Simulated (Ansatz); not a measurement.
## Zn15Se16 (charge −1): geometry relaxation (part 3 of 3)

Zn15Se16 (defect cell, 31 atoms in the cell, total charge −1); DFT PBE, scalar-relativistic, plane waves, PAW, spin-polarised (Ansatz 0.2.0); cutoff 420 eV, 2×2×2 k-mesh, Gaussian smearing of 0.01 eV, collinear spins. The structure derives from a Materials Project entry. It belongs to a series of runs on one base structure; here: Zn vacancy (site a), charge -1, atoms relaxed at the host's cell, started again with a moment of 3 μB.

### Output, continued
```
--- Relaxed structure (2 steps of the walk, 2 accepted, 0 SCFs on fresh bases) ---
  F+E_penalty+E_count = -137304.31057095 eV   max|allowed force component| = 7.353e-3 eV/Å
  atoms:
    - { symbol: Zn, position: [0.2485280493, 0.25, 0.4920364693] }
    - { symbol: Zn, position: [0.0, 0.24999999999999994, 0.75] }
    - { symbol: Zn, position: [0.7420364693000001, -0.0014719506999999188, 0.24999999999999997] }
    - { symbol: Zn, position: [0.7420364693, 0.24999999999999992, -0.001471950700000002] }
    - { symbol: Zn, position: [0.5000000000000001, -0.0014719507000000038, 0.49203646930000006] }
    - { symbol: Zn, position: [0.25796353070000005, 0.007963530699999999, 0.7564915800000003] }
    - { symbol: Zn, position: [0.0, 0.75, 0.24999999999999994] }
    - { symbol: Zn, position: [1.0064915800000003, 1.0079635307000003, 1.0079635307000003] }
    - { symbol: Zn, position: [0.7514719507000001, 0.7435084200000001, 0.5014719507] }
    - { symbol: Zn, position: [0.5, 0.7500000000000001, 0.7500000000000001] }
    - { symbol: Zn, position: [0.2485280493, 0.4920364693, 0.25] }
    - { symbol: Zn, position: [0.25796353070000005, 0.7564915800000003, 0.007963530699999999] }
    - { symbol: Zn, position: [-0.006491580000000011, 0.5014719507, 0.5014719507] }
    - { symbol: Zn, position: [0.7514719507000001, 0.5014719507, 0.7435084200000001] }
    - { symbol: Zn, position: [0.5, 0.49203646929999995, -0.0014719507000000003] }
    - { symbol: Se, position: [0.5, 0.009085231999999971, 0.25] }
    - { symbol: Se, position: [0.2508420956, 0.000842095600000009, 0.4998663918] }
    - { symbol: Se, position: [0.0009757038000000051, 0.0001336081999999683, 0.7509757038] }
    - { symbol: Se, position: [0.7491579044, 0.7490242961999999, 0.25] }
    - { symbol: Se, position: [0.7498663918, 0.0008420956000000368, 0.0008420956000000368] }
    - { symbol: Se, position: [0.5, 0.7490242962, 0.4991579044000001] }
    - { symbol: Se, position: [0.2501336082, 0.7509757038000001, 0.7509757038000001] }
    - { symbol: Se, position: [-0.0009757038000000329, 0.4991579044000001, 0.25000000000000006] }
    - { symbol: Se, position: [0.0009757037999999496, 0.7509757038, 0.00013360820000007934] }
    - { symbol: Se, position: [0.7409147680000001, 0.490914768, 0.49091476800000006] }
    - { symbol: Se, position: [0.5, 0.49915790440000013, 0.7490242962] }
    - { symbol: Se, position: [0.25908523200000005, 0.25, 0.25] }
    - { symbol: Se, position: [0.2508420956, 0.4998663918, 0.000842095600000009] }
    - { symbol: Se, position: [-0.0009757037999999774, 0.24999999999999997, 0.4991579044] }
    - { symbol: Se, position: [0.7491579044000001, 0.25, 0.7490242962] }
    - { symbol: Se, position: [0.5000000000000001, 0.25000000000000006, 0.009085232000000026] }
--- Löwdin populations: 31 sites ---
  site symbol       q [e]    m [muB]
     0     Zn     10.7873     0.0010
     1     Zn     10.7868     0.0004
     2     Zn     10.7873     0.0010
     3     Zn     10.7873     0.0010
     4     Zn     10.7873     0.0010
     5     Zn     10.7873     0.0010
     6     Zn     10.7868     0.0004
     7     Zn     10.7873     0.0010
     8     Zn     10.7873     0.0010
     9     Zn     10.7868     0.0004
    10     Zn     10.7873     0.0010
    11     Zn     10.7873     0.0010
    12     Zn     10.7873     0.0010
    13     Zn     10.7873     0.0010
    14     Zn     10.7873     0.0010
    15     Se     16.9262     0.1591
    16     Se     17.0363     0.0291
    17     Se     17.0363     0.0291
    18     Se     17.0363     0.0291
    19     Se     17.0363     0.0291
    20     Se     17.0363     0.0291
    21     Se     17.0363     0.0291
    22     Se     17.0363     0.0291
    23     Se     17.0363     0.0291
    24     Se     16.9262     0.1591
    25     Se     17.0363     0.0291
    26     Se     16.9262     0.1591
    27     Se     17.0363     0.0291
    28     Se     17.0363     0.0291
    29     Se     17.0363     0.0291
    30     Se     16.9262     0.1591
  spilling = 0.006983 (of n_electrons = 437.000000)
```

### File populations.tsv
```
# site	symbol	l	j	q_up	q_dn
# orbitals = lowdin
# n_electrons = 437.000000
# spilling = 0.006983
0	Zn	0_4S	-	0.402462	0.404482
0	Zn	2_3D	-	4.991658	4.988681
1	Zn	0_4S	-	0.401945	0.403006
1	Zn	2_3D	-	4.991660	4.990215
2	Zn	0_4S	-	0.402462	0.404482
2	Zn	2_3D	-	4.991658	4.988681
3	Zn	0_4S	-	0.402462	0.404482
3	Zn	2_3D	-	4.991658	4.988681
4	Zn	0_4S	-	0.402462	0.404482
4	Zn	2_3D	-	4.991658	4.988681
5	Zn	0_4S	-	0.402462	0.404482
5	Zn	2_3D	-	4.991658	4.988681
6	Zn	0_4S	-	0.401945	0.403006
6	Zn	2_3D	-	4.991660	4.990215
7	Zn	0_4S	-	0.402462	0.404482
7	Zn	2_3D	-	4.991658	4.988681
8	Zn	0_4S	-	0.402462	0.404482
8	Zn	2_3D	-	4.991658	4.988681
9	Zn	0_4S	-	0.401945	0.403006
9	Zn	2_3D	-	4.991660	4.990215
10	Zn	0_4S	-	0.402462	0.404482
10	Zn	2_3D	-	4.991658	4.988681
11	Zn	0_4S	-	0.402462	0.404482
11	Zn	2_3D	-	4.991658	4.988681
12	Zn	0_4S	-	0.402462	0.404482
12	Zn	2_3D	-	4.991658	4.988681
13	Zn	0_4S	-	0.402462	0.404482
13	Zn	2_3D	-	4.991658	4.988681
14	Zn	0_4S	-	0.402462	0.404482
14	Zn	2_3D	-	4.991658	4.988681
15	Se	0_4S	-	0.958136	0.956831
15	Se	1_4P	-	2.584547	2.426796
15	Se	2_3D	-	4.999951	4.999954
16	Se	0_4S	-	0.950364	0.950435
16	Se	1_4P	-	2.582397	2.553194
16	Se	2_3D	-	4.999952	4.999953
17	Se	0_4S	-	0.950364	0.950435
17	Se	1_4P	-	2.582397	2.553194
17	Se	2_3D	-	4.999952	4.999953
18	Se	0_4S	-	0.950364	0.950435
18	Se	1_4P	-	2.582397	2.553194
18	Se	2_3D	-	4.999952	4.999953
19	Se	0_4S	-	0.950364	0.950435
19	Se	1_4P	-	2.582397	2.553194
19	Se	2_3D	-	4.999952	4.999953
20	Se	0_4S	-	0.950364	0.950435
20	Se	1_4P	-	2.582397	2.553194
20	Se	2_3D	-	4.999952	4.999953
21	Se	0_4S	-	0.950364	0.950435
21	Se	1_4P	-	2.582397	2.553194
21	Se	2_3D	-	4.999952	4.999953
22	Se	0_4S	-	0.950364	0.950435
22	Se	1_4P	-	2.582397	2.553194
22	Se	2_3D	-	4.999952	4.999953
23	Se	0_4S	-	0.950364	0.950435
23	Se	1_4P	-	2.582397	2.553194
23	Se	2_3D	-	4.999952	4.999953
24	Se	0_4S	-	0.958136	0.956831
24	Se	1_4P	-	2.584547	2.426796
24	Se	2_3D	-	4.999951	4.999954
25	Se	0_4S	-	0.950364	0.950435
25	Se	1_4P	-	2.582397	2.553194
25	Se	2_3D	-	4.999952	4.999953
26	Se	0_4S	-	0.958136	0.956831
26	Se	1_4P	-	2.584547	2.426796
26	Se	2_3D	-	4.999951	4.999954
27	Se	0_4S	-	0.950364	0.950435
27	Se	1_4P	-	2.582397	2.553194
27	Se	2_3D	-	4.999952	4.999953
28	Se	0_4S	-	0.950364	0.950435
28	Se	1_4P	-	2.582397	2.553194
28	Se	2_3D	-	4.999952	4.999953
29	Se	0_4S	-	0.950364	0.950435
29	Se	1_4P	-	2.582397	2.553194
29	Se	2_3D	-	4.999952	4.999953
30	Se	0_4S	-	0.958136	0.956831
30	Se	1_4P	-	2.584547	2.426796
30	Se	2_3D	-	4.999951	4.999954
```

### Trajectory as extended XYZ (Å, eV, eV/Å), 2 frames, from step=1 to step=2
```
31
Lattice="-5.7318 5.7318 -5.7318 5.7318 -5.7318 -5.7318 -5.7318 -5.7318 5.7318" Properties=species:S:1:pos:R:3:forces:R:3 step=1 energy=-137304.31057
Zn   -2.8118   -2.8287   -0.0372    0.0009  -0.0074   0.0074
Zn   -2.8659   -5.7318    2.8659    0.0000   0.0000   0.0000
Zn   -5.6946    2.8287   -2.8118   -0.0074   0.0074   0.0009
Zn   -2.8118    2.8287   -5.6946    0.0009   0.0074  -0.0074
Zn   -5.6946    0.0541   -0.0372   -0.0074   0.0009   0.0074
Zn   -5.7690   -2.9031    2.8118    0.0074   0.0074  -0.0009
Zn    2.8659   -5.7318   -2.8659    0.0000   0.0000   0.0000
Zn   -5.7690   -5.7858   -5.7690    0.0074  -0.0009   0.0074
Zn   -2.9200   -2.8287   -5.6946   -0.0009  -0.0074  -0.0074
Zn   -2.8659   -5.7318   -2.8659    0.0000   0.0000   0.0000
Zn   -0.0372   -2.8287   -2.8118    0.0074  -0.0074   0.0009
Zn    2.8118   -2.9031   -5.7690   -0.0009   0.0074   0.0074
Zn    0.0372   -5.7858    0.0372   -0.0074  -0.0009  -0.0074
Zn   -5.6946   -2.8287   -2.9200   -0.0074  -0.0074  -0.0009
Zn   -0.0372    0.0541   -5.6946    0.0074   0.0009  -0.0074
Se   -4.2467    1.3809   -1.4850    0.0024  -0.0024  -0.0024
Se   -4.2981   -1.4322    1.4225    0.0004   0.0004  -0.0049
Se   -4.3092   -4.2996    4.2981   -0.0049  -0.0004  -0.0004
Se   -1.4337   -1.4322   -7.1543   -0.0004   0.0004   0.0049
Se   -4.2981    4.2884   -4.2981    0.0004  -0.0049   0.0004
Se   -1.4337   -4.2884   -4.2981   -0.0004   0.0049   0.0004
Se   -1.4337   -7.1751   -1.4337   -0.0004  -0.0049  -0.0004
Se    1.4337   -4.2996   -1.4225    0.0004  -0.0004   0.0049
Se    4.2981   -4.2996   -4.3092   -0.0004  -0.0004  -0.0049
Se   -4.2467   -1.3809   -4.2467    0.0024   0.0024   0.0024
Se   -4.2981   -4.2884   -1.4337    0.0004   0.0049  -0.0004
Se   -1.4850   -1.3809   -1.4850   -0.0024   0.0024  -0.0024
Se    1.4225   -1.4322   -4.2981   -0.0049   0.0004   0.0004
Se   -1.4225   -4.2996    1.4337    0.0049  -0.0004   0.0004
Se   -7.1543   -1.4322   -1.4337    0.0049   0.0004  -0.0004
Se   -1.4850    1.3809   -4.2467   -0.0024  -0.0024   0.0024
31
Lattice="-5.7318 5.7318 -5.7318 5.7318 -5.7318 -5.7318 -5.7318 -5.7318 5.7318" Properties=species:S:1:pos:R:3:forces:R:3 step=2 energy=-137304.31057
Zn   -2.8118   -2.8287   -0.0372    0.0009  -0.0074   0.0074
Zn   -2.8659   -5.7318    2.8659    0.0000   0.0000   0.0000
Zn   -5.6946    2.8287   -2.8118   -0.0074   0.0074   0.0009
Zn   -2.8118    2.8287   -5.6946    0.0009   0.0074  -0.0074
Zn   -5.6946    0.0541   -0.0372   -0.0074   0.0009   0.0074
Zn   -5.7690   -2.9031    2.8118    0.0074   0.0074  -0.0009
Zn    2.8659   -5.7318   -2.8659    0.0000   0.0000   0.0000
Zn   -5.7690   -5.7858   -5.7690    0.0074  -0.0009   0.0074
Zn   -2.9200   -2.8287   -5.6946   -0.0009  -0.0074  -0.0074
Zn   -2.8659   -5.7318   -2.8659    0.0000   0.0000   0.0000
Zn   -0.0372   -2.8287   -2.8118    0.0074  -0.0074   0.0009
Zn    2.8118   -2.9031   -5.7690   -0.0009   0.0074   0.0074
Zn    0.0372   -5.7858    0.0372   -0.0074  -0.0009  -0.0074
Zn   -5.6946   -2.8287   -2.9200   -0.0074  -0.0074  -0.0009
Zn   -0.0372    0.0541   -5.6946    0.0074   0.0009  -0.0074
Se   -4.2467    1.3809   -1.4850    0.0025  -0.0025  -0.0025
Se   -4.2981   -1.4322    1.4225    0.0004   0.0004  -0.0049
Se   -4.3092   -4.2996    4.2981   -0.0049  -0.0004  -0.0004
Se   -1.4337   -1.4322   -7.1543   -0.0004   0.0004   0.0049
Se   -4.2981    4.2884   -4.2981    0.0004  -0.0049   0.0004
Se   -1.4337   -4.2884   -4.2981   -0.0004   0.0049   0.0004
Se   -1.4337   -7.1751   -1.4337   -0.0004  -0.0049  -0.0004
Se    1.4337   -4.2996   -1.4225    0.0004  -0.0004   0.0049
Se    4.2981   -4.2996   -4.3092   -0.0004  -0.0004  -0.0049
Se   -4.2467   -1.3809   -4.2467    0.0025   0.0025   0.0025
Se   -4.2981   -4.2884   -1.4337    0.0004   0.0049  -0.0004
Se   -1.4850   -1.3809   -1.4850   -0.0025   0.0025  -0.0025
Se    1.4225   -1.4322   -4.2981   -0.0049   0.0004   0.0004
Se   -1.4225   -4.2996    1.4337    0.0049  -0.0004   0.0004
Se   -7.1543   -1.4322   -1.4337    0.0049   0.0004  -0.0004
Se   -1.4850    1.3809   -4.2467   -0.0025  -0.0025   0.0025
```

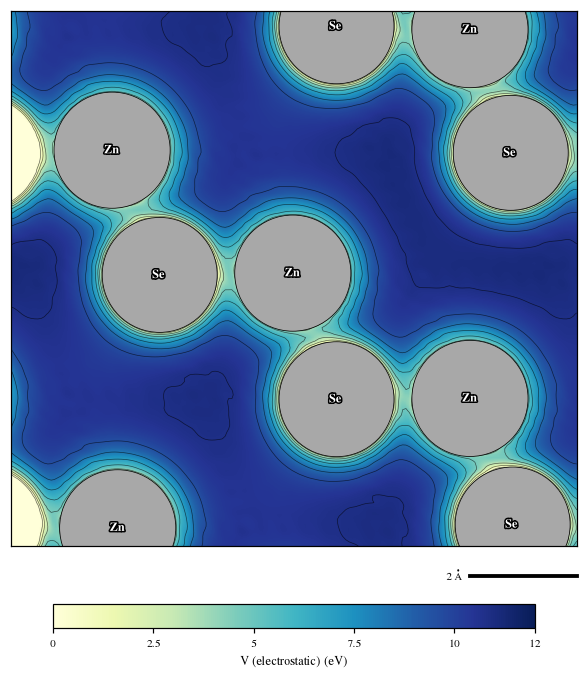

Figure 1. Electrostatic potential energy of an electron on the (100) plane of the calculation cell. Grey discs, where drawn, cover atomic cores. Atoms in the plane: Zn and Se. Outside the cores the potential energy rises away from the atoms and is highest about 2.4 Å from the nearest atoms; outside the discs it spans about 10 eV, and its zero is arbitrary. Core electrons are frozen (PAW), so the fields are smoothed inside the atomic spheres.

This output came from the following input.

### The input
```yaml
crystal:
  lattice:
    - [-5.7317611754, 5.7317611754, -5.7317611754]
    - [5.7317611754, -5.7317611754, -5.7317611754]
    - [-5.7317611754, -5.7317611754, 5.7317611754]
  atoms:
    - { symbol: Zn, position: [0.2485280493, 0.25, 0.4920364693] }
    - { symbol: Zn, position: [0.0, 0.25, 0.75] }
    - { symbol: Zn, position: [0.7420364693, -0.0014719507, 0.25] }
    - { symbol: Zn, position: [0.7420364693, 0.25, -0.0014719507] }
    - { symbol: Zn, position: [0.5, -0.0014719507, 0.4920364693] }
    - { symbol: Zn, position: [0.2579635307, 0.0079635307, 0.75649158] }
    - { symbol: Zn, position: [0.0, 0.75, 0.25] }
    - { symbol: Zn, position: [1.00649158, 1.0079635307, 1.0079635307] }
    - { symbol: Zn, position: [0.7514719507, 0.74350842, 0.5014719507] }
    - { symbol: Zn, position: [0.5, 0.75, 0.75] }
    - { symbol: Zn, position: [0.2485280493, 0.4920364693, 0.25] }
    - { symbol: Zn, position: [0.2579635307, 0.75649158, 0.0079635307] }
    - { symbol: Zn, position: [-0.00649158, 0.5014719507, 0.5014719507] }
    - { symbol: Zn, position: [0.7514719507, 0.5014719507, 0.74350842] }
    - { symbol: Zn, position: [0.5, 0.4920364693, -0.0014719507] }
    - { symbol: Se, position: [0.5, 0.009085232, 0.25], spin: 0.75 }
    - { symbol: Se, position: [0.2508420956, 0.0008420956, 0.4998663918] }
    - { symbol: Se, position: [0.0009757038, 0.0001336082, 0.7509757038] }
    - { symbol: Se, position: [0.7491579044, 0.7490242962, 0.25] }
    - { symbol: Se, position: [0.7498663918, 0.0008420956, 0.0008420956] }
    - { symbol: Se, position: [0.5, 0.7490242962, 0.4991579044] }
    - { symbol: Se, position: [0.2501336082, 0.7509757038, 0.7509757038] }
    - { symbol: Se, position: [-0.0009757038, 0.4991579044, 0.25] }
    - { symbol: Se, position: [0.0009757038, 0.7509757038, 0.0001336082] }
    - { symbol: Se, position: [0.740914768, 0.490914768, 0.490914768], spin: 0.75 }
    - { symbol: Se, position: [0.5, 0.4991579044, 0.7490242962] }
    - { symbol: Se, position: [0.259085232, 0.25, 0.25], spin: 0.75 }
    - { symbol: Se, position: [0.2508420956, 0.4998663918, 0.0008420956] }
    - { symbol: Se, position: [-0.0009757038, 0.25, 0.4991579044] }
    - { symbol: Se, position: [0.7491579044, 0.25, 0.7490242962] }
    - { symbol: Se, position: [0.5, 0.25, 0.009085232], spin: 0.75 }
  host:
    lattice:
      - [0.0, 2.8658805877, 2.8658805877]
      - [2.8658805877, 0.0, 2.8658805877]
      - [2.8658805877, 2.8658805877, 0.0]
    atoms:
      - { symbol: Zn, position: [0.0, 0.0, 0.0] }
      - { symbol: Se, position: [0.75, 0.75, 0.75] }
total_charge: -1
basis:
  ecutwfc: 420
  xc_grid: 2
kpoints:
  mp_grid: { grid: [2, 2, 2], shift: [0.5, 0.5, 0.5] }
hamiltonian:
  xc: pbe
scf:
  occupations: { method: gaussian, width: 0.01 }
output:
  forces: true
  stress: false
  eigenvalues: true
  populations: true
  charged_corrections:
    defect_position: [0.5, 0.25, 0.25]
    epsilon: [[10.789, 0.0, 0.0], [0.0, 10.789, 0.0], [0.0, 0.0, 10.789]]
  write_density: true
  write_potential: true
  elf: true
  volumetric_format: npy
magnetization:
  spin_polarized: true
relax:
  adjacent_minimum: "off"
  f_tol: 0.025
  max_steps: 45
```

Launched with:
```bash
ansatz run input.yaml --threads 4 --pin off --max-ram 10240MiB --backend cpu --events-out ev --progress --plain --runs-dir out
```

### Results in brief

- outcome: converged
- electrons treated: 437
- free energy: −137304.3106 eV
- Fermi energy: 5.847 eV
- gap on the k-point mesh: none (metallic)
- net moment of the cell: 1.00 μB
- integrated absolute moment: 1.04 μB
- final volume: 753.22 Å³
- largest force (length of the vector) at the end: 0.010 eV/Å
- hardware: 4 threads of Intel Xeon @ 2.50GHz (Skylake/Cascade Lake), 189 GiB of memory available, shared host
- wall time: 2.5 min (CPU time 8.9 min)
- peak memory: 3.7 GiB

The cell is charged and computed with a neutralising background, so its energy and pressure depend on the cell and aren't those of a real crystal.
